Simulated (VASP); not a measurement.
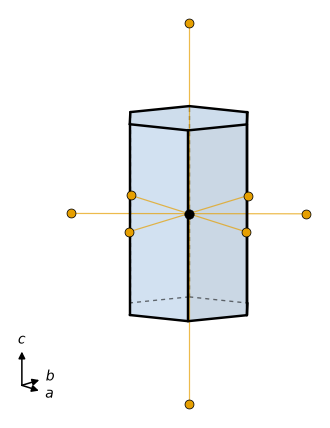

Crystal: Ca, the geometry relaxed with VASP 6.6.1, VASP Kohn-Sham DFT of a periodic cell, revTPSS, VASP PAW PBE potentials, recommended. The Wigner–Seitz cell of the crystal's lattice, with lines to the lattice points that define its faces. All values are computed from the atomic coordinates in the standard setting (tolerance 0.002 Å).

a = 3.892 Å, b = 3.892 Å, c = 6.443 Å, α = 90.00°, β = 90.00°, γ = 120.00°; space group P6_3/mmc, No. 194.

Question: What is the cell's combinatorial type?

Answer: A hexagonal prism: 8 faces (6 with 4 edges, 2 with 6 edges), 18 edges, 12 vertices. Its volume is that of the primitive cell, 84.5 Å³.

Question: Which lattice vectors do the faces bisect?

Answer:
| example | length (Å) | faces | edges of each | area (Å²) |
| --- | --- | --- | --- | --- |
| a + b | 3.89 | 6 | 4 | 14.5 |
| c | 6.44 | 2 | 6 | 13.1 |
